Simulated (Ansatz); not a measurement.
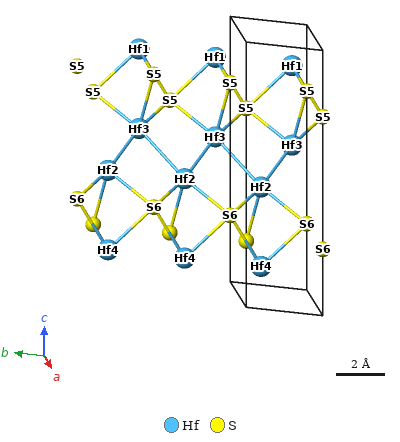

Fig. 1: The input geometry (ball-and-stick view of the cell of the calculation, repeated 1 × 3 × 1, seen at an oblique angle; atoms are numbered from 1 in the order of the input). An atom can appear more than once, as a periodic image. Near neighbours in the periodic cell (some may lie outside the picture): Hf has 3 Hf at 3.05 Å and 3 S at 2.62 Å; S has 6 Hf at 2.62 Å.

# Single-point calculation, with input and output: Hf2S

System: Hf2S (P6₃/mmc, 6 atoms in the cell).
Method: DFT r2SCAN, scalar-relativistic, plane waves, PAW, no spin polarisation (Ansatz 0.2.0).

The structure derives from a Materials Project entry. Figures and captions count atoms from 1; the log counts them from 0 in places.

**Output**
```
Engine: ansatz 0.2.0, aarch64-unknown-linux-gnu
Pseudopotentials: kind: paw
Pseudopotential: Hf, paw, valence charge 26, recommended cutoff 500 eV (meta_gga), Hf.paw.azcp
Pseudopotential: S, paw, valence charge 6, recommended cutoff 500 eV (meta_gga), S.paw.azcp
Functional definition: r2SCAN
  parameter k0 = 0.174
  parameter k1 = 0.065
  parameter a1 = 4.9479
  exchange = r2scan_x(k0 = k0, k1 = k1, a1 = a1)
  correlation = r2scan_c
Crystal: 6 atoms, lattice volume = 115.537 Å³
Basis set: ecut = 500 eV, 2923 PW (Γ), exchange–correlation on 100×100×360 points (64 copies of the dense FFT grid, shifted against one another)
Bands: 70, of which v1, the nominal top of the filled ones, is band 58 counted from 1 (57 counted from 0)
Symmetry: 24 space group operations
Space group: P63/mmc (ITA 194), of the structure as read, at distance tolerance 4.9e-5 Å
k-points: 57 of 576
Non-local potential: Hf, projectors of the file, l = 0: 3, l = 1: 2, l = 2: 2, l = 3: 3
Non-local potential: S, projectors of the file, l = 0: 2, l = 1: 2, l = 2: 2
PAW form: soft (Blöchl's): semilocal exchange-correlation on the pseudo side does not see the compensation charge
PAW frozen core: Hf, regenerated for the run's functional (the file was generated under x = pbe(κ = 0.804, μ = 0.2195149727645171), c = pbe(β = 0.06672455060314922))
PAW frozen core: S, regenerated for the run's functional (the file was generated under x = pbe(κ = 0.804, μ = 0.2195149727645171), c = pbe(β = 0.06672455060314922))
PAW one-centre angular grid: Hf, 974 points (default); XC on 160 Gauss nodes
PAW one-centre angular grid: S, 302 points (default); XC on 160 Gauss nodes
Initial density: superposition of atomic densities (neutral atoms: chi_scale 0, normalization atom), corrected by the library's trained network
Initial wavefunctions: pseudopotential atomic-orbital guess
Functional: x = r2scan, c = r2scan; τ floored in thin density (d = 2e-4 eV/Å³)
SCF iter   1: F=—  HF=-64750.810095 eV  |F-HF|=—  |Δ(HF+E_count)|=         —  Δρ=9.13e-3  dr2=1.14e-1  dr2_τ=1.14e-1  ethr=1.77e-3  ⟨swp⟩=5.1  Hψ=12950  notcnv=0  defer=12
preconditioner: auto → Kerker (q_TF=auto, 2.730 Å⁻¹)  [metal: Δε(μ)=0.008 eV  Ē_g=17.995 eV  σ=0.100 eV  W_gap=0.05  n_scr=52 (ndim 8)  ℏωp=35.9 eV  f_vac=0.000  D(μ)=2.72/eV (n_scr^D=6)]
SCF iter   2: F=—  HF=-64750.899991 eV  |F-HF|=—  |Δ(HF+E_count)|=   8.99e-2  Δρ=5.39e-3  dr2=5.03e-2  dr2_τ=4.28e-3  ethr=9.80e-5  ⟨swp⟩=2.0  Hψ=8307  notcnv=0  defer=300
SCF iter   3: F=—  HF=-64750.898527 eV  |F-HF|=—  |Δ(HF+E_count)|=   1.46e-3  Δρ=4.09e-3  dr2=3.42e-2  dr2_τ=7.08e-4  ethr=4.33e-5  ⟨swp⟩=2.0  Hψ=5286  notcnv=0  defer=300
SCF iter   4: F=—  HF=-64750.899365 eV  |F-HF|=—  |Δ(HF+E_count)|=   8.37e-4  Δρ=9.65e-4  dr2=4.70e-3  dr2_τ=9.06e-5  ethr=2.94e-5  ⟨swp⟩=2.0  Hψ=6084  notcnv=0  defer=300
SCF iter   5: F=—  HF=-64750.898967 eV  |F-HF|=—  |Δ(HF+E_count)|=   3.98e-4  Δρ=3.62e-4  dr2=6.74e-4  dr2_τ=7.38e-6  ethr=4.05e-6  ⟨swp⟩=2.0  Hψ=4351  notcnv=0  defer=300
SCF iter   6: F=—  HF=-64750.898906 eV  |F-HF|=—  |Δ(HF+E_count)|=   6.01e-5  Δρ=9.85e-5  dr2=1.88e-5  dr2_τ=3.57e-7  ethr=5.81e-7  ⟨swp⟩=2.0  Hψ=6085  notcnv=0  defer=300
SCF iter   7: F=—  HF=-64750.898912 eV  |F-HF|=—  |Δ(HF+E_count)|=   5.80e-6  Δρ=2.91e-5  dr2=1.20e-6  dr2_τ=2.76e-8  ethr=1.62e-8  ⟨swp⟩=2.0  Hψ=6691  notcnv=0  defer=300
SCF iter   8: F=-64750.898913 eV  HF=-64750.898913 eV  |F-HF|=1.19e-8  |Δ(HF+E_count)|=   7.66e-7  Δρ=8.23e-6  dr2=9.91e-8  dr2_τ=3.81e-9  ethr=8.62e-11  ⟨swp⟩=11.5  Hψ=31728  notcnv=0
SCF 1 converged in 8 iterations: F = -64750.898913 eV  dr2 = 9.91e-8
  greatest PAW one-centre occupation: 0.998 electrons in one spin orbital (limit 2), on the Hf atom at site 2 (counted from 0), in its partial waves of l = 3
```

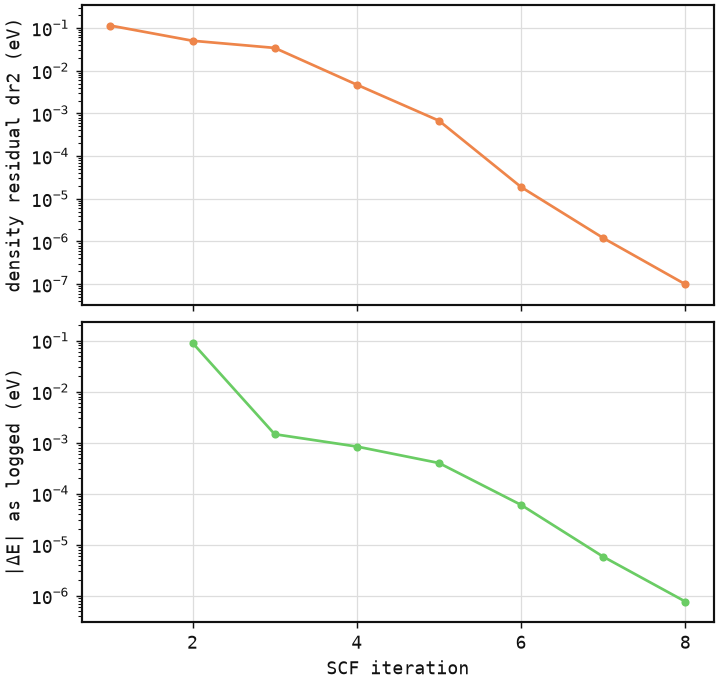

Fig. 2: Convergence of the self-consistent field: density residual dr2 and size of the energy change against the SCF iteration. The residual falls at every step.

```
SCF converged after 8 iterations
Free energy (F): -64750.898913 eV
Harris-Foulkes:  -64750.898913 eV  (|F-HF|=1.19e-8)
Internal energy: -64750.885515 eV  (E = F + TS)
E sigma→0 (E₀):  -64750.892214 eV
Entropy (-TS):   -0.013398 eV (-2.233 meV/atom)
Fermi energy:    18.593603 eV
--- Per-component energies (eV) ---
  E_band       = 10.093061
  E_kinetic    = 1913.576098
  E_local      = -22269.401295  (includes V_loc(G=0)·N_el)
  E_nonlocal   = -4939.497014
  E_hartree    = 10463.119651
  E_xc         = -1319.758670
  E_vxc        = -1365.128329  (∫ρ·V_xc dr)
  E_paw        = -29025.770446  (= ΣΔE_a)
  E_vpaw       = 5678.322395  (= ΣTr[D̂ρ^β])
  E_aug_tail   = -0.000002  (compensation charges beyond the density's cutoff)
  E_vtau       = 65.961018  (kinetic-family band-sum trace: ∫τ·v_τ [+ j·A + Jᵃ·Aᵃ] dr)
  E_ewald      = -19574.220391
  E_core_change = 1.066554  (= ΣΔE_core)
  E_smearing   = -0.013398  (= −TS)
  E_closure    = -0.000000  (closes the sum)
  Σ components = -64750.898913   (vs F -64750.898913, Δ=0.00e0)
--- Forces (eV/Å), atoms counted from 1 ---
  atom   1  Hf     0.00000000    -0.00000000    -0.01530620
  atom   2  Hf     0.00000000     0.00000000    -0.01530620
  atom   3  Hf    -0.00000000    -0.00000000     0.01530620
  atom   4  Hf    -0.00000000     0.00000000     0.01530620
  atom   5  S     -0.00000000     0.00000000     0.00000000
  atom   6  S      0.00000000     0.00000000     0.00000000
  max |Σ_I F_I| component: 1.85e-17 eV/Å
--- Stress (GPa, compression-positive) ---
        0.836788      -0.000000       0.000000
        0.000000       0.836788      -0.000000
        0.000000      -0.000000       0.999447
  P = ⅓ Tr σ = 0.8910 GPa (8.910 kbar)
--- Band table (eV; the first three rows and the last of 57) ---
  k-point 0: bands = ["-45.5897", "-45.5866", "-45.5386", "-45.5354", "-13.9878", "-13.8688", "-13.5137", "-13.4415", "-13.4415", "-13.4320", "-13.4320", "-13.3833", "-13.3373", "-13.3373", "-13.3275", "-13.3275", "2.2101", "2.3311", "5.9717", "5.9783", "5.9783", "5.9839", "5.9915", "5.9915", "5.9923", "5.9923", "5.9981", "5.9981", "6.0016", "6.0046", "6.0111", "6.0220", "6.0234", "6.0234", "6.0246", "6.0255", "6.0270", "6.0270", "6.0326", "6.0326", "6.0382", "6.0382", "6.0665", "6.0666", "6.0705", "6.0706", "10.1880", "11.1642", "13.6174", "14.7248", "14.7248", "14.9085", "14.9085", "15.3115", "16.6406", "18.2355", "18.5737", "18.9920", "18.9920", "19.0968", "19.0968", "19.3976", "19.3976", "20.5875", "20.5875", "21.2211", "21.3950", "21.3950", "21.9607", "21.9607"]
  k-point 1: bands = ["-45.5893", "-45.5870", "-45.5381", "-45.5359", "-13.9738", "-13.8911", "-13.4898", "-13.4402", "-13.4402", "-13.4335", "-13.4335", "-13.3990", "-13.3357", "-13.3357", "-13.3289", "-13.3289", "2.2274", "2.3130", "5.9729", "5.9797", "5.9797", "5.9811", "5.9884", "5.9884", "5.9938", "5.9938", "5.9973", "5.9973", "6.0025", "6.0058", "6.0109", "6.0191", "6.0258", "6.0258", "6.0258", "6.0268", "6.0277", "6.0277", "6.0322", "6.0322", "6.0366", "6.0366", "6.0665", "6.0666", "6.0705", "6.0706", "10.2985", "10.9700", "13.8901", "14.7501", "14.7501", "14.8799", "14.8799", "15.0511", "16.8056", "17.7162", "18.9348", "18.9348", "19.0349", "19.0349", "19.1962", "19.6540", "19.6540", "20.6538", "20.6538", "20.7708", "21.0744", "21.0744", "21.7327", "21.7327"]
  k-point 2: bands = ["-45.5882", "-45.5882", "-45.5370", "-45.5370", "-13.9362", "-13.9362", "-13.4406", "-13.4406", "-13.4369", "-13.4369", "-13.4369", "-13.4369", "-13.3322", "-13.3322", "-13.3322", "-13.3322", "2.2698", "2.2698", "5.9763", "5.9763", "5.9835", "5.9835", "5.9835", "5.9835", "5.9956", "5.9956", "5.9956", "5.9956", "6.0045", "6.0045", "6.0144", "6.0144", "6.0272", "6.0272", "6.0288", "6.0288", "6.0288", "6.0288", "6.0329", "6.0329", "6.0329", "6.0329", "6.0665", "6.0665", "6.0705", "6.0705", "10.5974", "10.5974", "14.4775", "14.4775", "14.8133", "14.8133", "14.8133", "14.8133", "17.1897", "17.1897", "18.9419", "18.9419", "18.9419", "18.9419", "20.0046", "20.0046", "20.1903", "20.1903", "20.1903", "20.1903", "21.2860", "21.2860", "21.2860", "21.2860"]
  k-point 56: bands = ["-45.5427", "-45.5427", "-45.5398", "-45.5398", "-13.8127", "-13.8127", "-13.7754", "-13.7754", "-13.7477", "-13.7477", "-13.5455", "-13.5455", "-13.4727", "-13.4727", "-13.4281", "-13.4281", "3.5207", "3.5207", "5.9884", "5.9884", "5.9984", "5.9984", "5.9993", "5.9993", "6.0021", "6.0021", "6.0096", "6.0096", "6.0119", "6.0119", "6.0167", "6.0167", "6.0184", "6.0184", "6.0229", "6.0229", "6.0316", "6.0316", "6.0331", "6.0331", "6.0534", "6.0534", "6.0536", "6.0536", "6.0739", "6.0739", "11.6591", "11.6591", "11.8253", "11.8253", "12.5136", "12.5136", "16.6265", "16.6265", "17.0794", "17.0794", "17.5206", "17.5206", "18.7834", "18.7834", "20.8806", "20.8806", "21.4612", "21.4612", "21.9319", "21.9319", "22.6997", "22.6997", "22.8572", "22.8572"]
--- Löwdin populations: 6 sites ---
  site symbol       q [e]
     0     Hf     25.7681
     1     Hf     25.7681
     2     Hf     25.7681
     3     Hf     25.7681
     4      S      6.2034
     5      S      6.2034
  spilling = 0.004491 (of n_electrons = 116.000000)
```

**File populations.tsv**
```
# site	symbol	l	j	q
# orbitals = lowdin
# n_electrons = 116.000000
# spilling = 0.004491
0	Hf	0_5S	-	1.966072
0	Hf	0_6S	-	0.740726
0	Hf	1_5P	-	5.986522
0	Hf	2_5D	-	3.079009
0	Hf	3_4F	-	13.995746
1	Hf	0_5S	-	1.966072
1	Hf	0_6S	-	0.740726
1	Hf	1_5P	-	5.986522
1	Hf	2_5D	-	3.079009
1	Hf	3_4F	-	13.995746
2	Hf	0_5S	-	1.966072
2	Hf	0_6S	-	0.740726
2	Hf	1_5P	-	5.986522
2	Hf	2_5D	-	3.079009
2	Hf	3_4F	-	13.995746
3	Hf	0_5S	-	1.966072
3	Hf	0_6S	-	0.740726
3	Hf	1_5P	-	5.986522
3	Hf	2_5D	-	3.079009
3	Hf	3_4F	-	13.995746
4	S	0_3S	-	1.589939
4	S	1_3P	-	4.613430
5	S	0_3S	-	1.589939
5	S	1_3P	-	4.613430
```

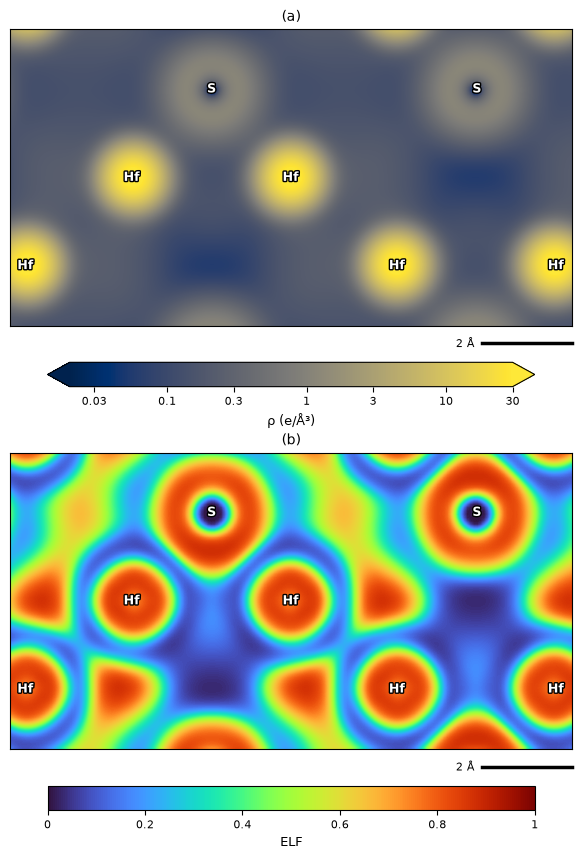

Fig. 3: (a) valence pseudo-density; (b) electron localisation function on the (110) plane of the conventional cell. Atoms in the plane: Hf and S. Hf–S (2.62 Å): ρ is about 0.36 e/Å³ halfway; the ELF is about 0.30 at the midpoint; a polar contact without a shared pair, in a metal. Hf–Hf (3.05 Å): ρ is about 0.21 e/Å³ halfway; the ELF is about 0.25 at the midpoint; no localised pair between them. Away from the nuclei the density in this plane falls to 0.06 e/Å³ at its lowest.  The strong features right at Hf lie inside the PAW spheres (semicore, d or f shells) and say nothing about bonding. In a PAW calculation such maps are meaningful between the atoms, not at the nuclei.

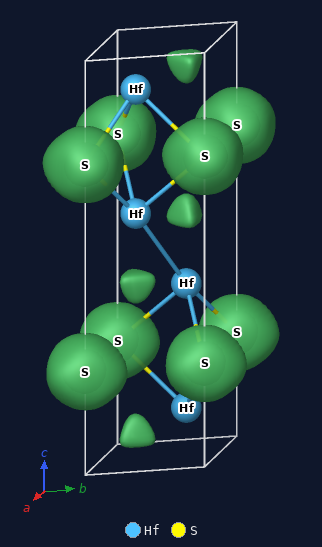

Fig. 4: Isosurface of the electron localisation function at 0.75 (green), seen slightly off an axis. Only the valence region is drawn (cores and ρ < 0.01 e/Å³ removed). Sticks mark near contacts. The outline is the cell set on symmetry axes. Along the contacts the grid gives the following. Hf–S (2.62 Å): the ELF is about 0.30 at the midpoint; a polar contact without a shared pair, in a metal. Hf–Hf (3.05 Å): the ELF is about 0.25 at the midpoint; no shared electron pair.

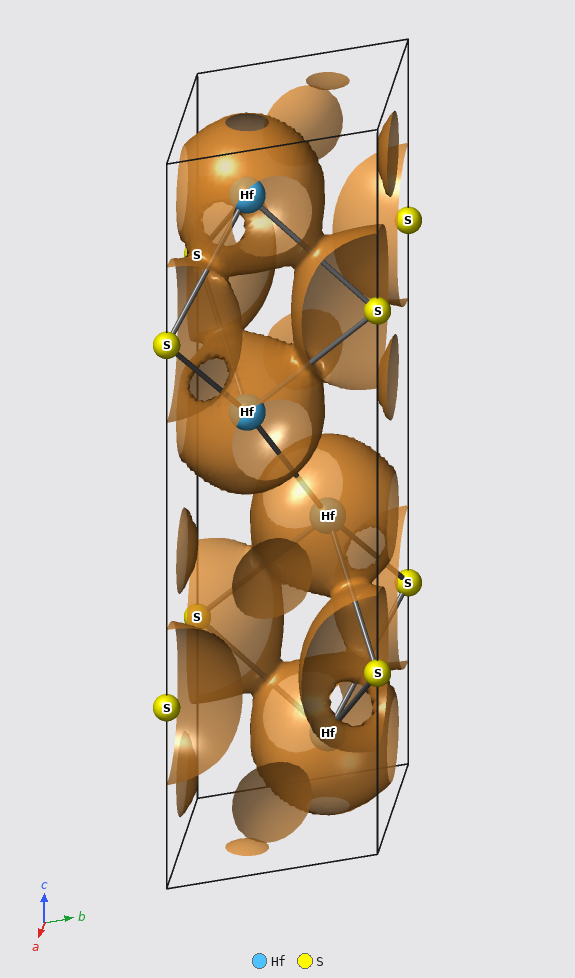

Fig. 5: Isosurface of the valence electron density at 0.3 e/Å³ (orange), seen at an oblique angle. Sticks mark near contacts. The outline is the cell set on symmetry axes. At this value the density is joined into sheets; it holds about 90 % of the electrons treated as valence (semicore included). It is pinched off along the Hf–Hf (3.05 Å) contacts. On the grid the lowest density along these lines, outside the cores, is 0.35 e/Å³ (Hf–S, 2.62 Å) and 0.21 e/Å³ (Hf–Hf, 3.05 Å).

The run was set up as follows.

**Input**
```yaml
crystal:
  lattice:
    - [3.3742737662, 0.0, 0.0]
    - [-1.6871368831, 2.9222068008, 0.0]
    - [0.0, 0.0, 11.71740703]
  atoms:
    - { symbol: Hf, position: [0.66666667, 0.33333333, 0.89981164] }
    - { symbol: Hf, position: [0.33333333, 0.66666667, 0.39981164] }
    - { symbol: Hf, position: [0.66666667, 0.33333333, 0.60018836] }
    - { symbol: Hf, position: [0.33333333, 0.66666667, 0.10018836] }
    - { symbol: S, position: [0.0, 0.0, 0.75] }
    - { symbol: S, position: [0.0, 0.0, 0.25] }
basis:
  ecutwfc: 500
kpoints:
  mp_grid: { grid: [12, 12, 4] }
hamiltonian:
  xc: r2scan
scf:
  occupations: { method: gaussian, width: 0.1 }
output:
  forces: true
  stress: true
  eigenvalues: true
  populations: true
  write_density: true
  write_potential: true
  elf: true
  volumetric_format: npy
```

Launch command:
```bash
ansatz run input.yaml --threads 1 --pin off --max-ram 2560MiB --backend cpu --events-out ev --progress --plain --runs-dir out
```

**Key numbers**

```csv
quantity,value
outcome,converged
space group (tolerance 0.01 Å),P6₃/mmc (194)
electrons treated,116
free energy,−64750.8989 eV
Fermi energy,18.594 eV
gap on the k-point mesh,none (metallic)
pressure,0.89 GPa
largest force (length of the vector),0.015 eV/Å
hardware,"1 thread of Arm Neoverse V1, 24 GiB of memory available, shared host"
wall time,83 s
peak memory,0.84 GiB
```

**Notes**

Spin–orbit coupling is left out, which matters for Hf.
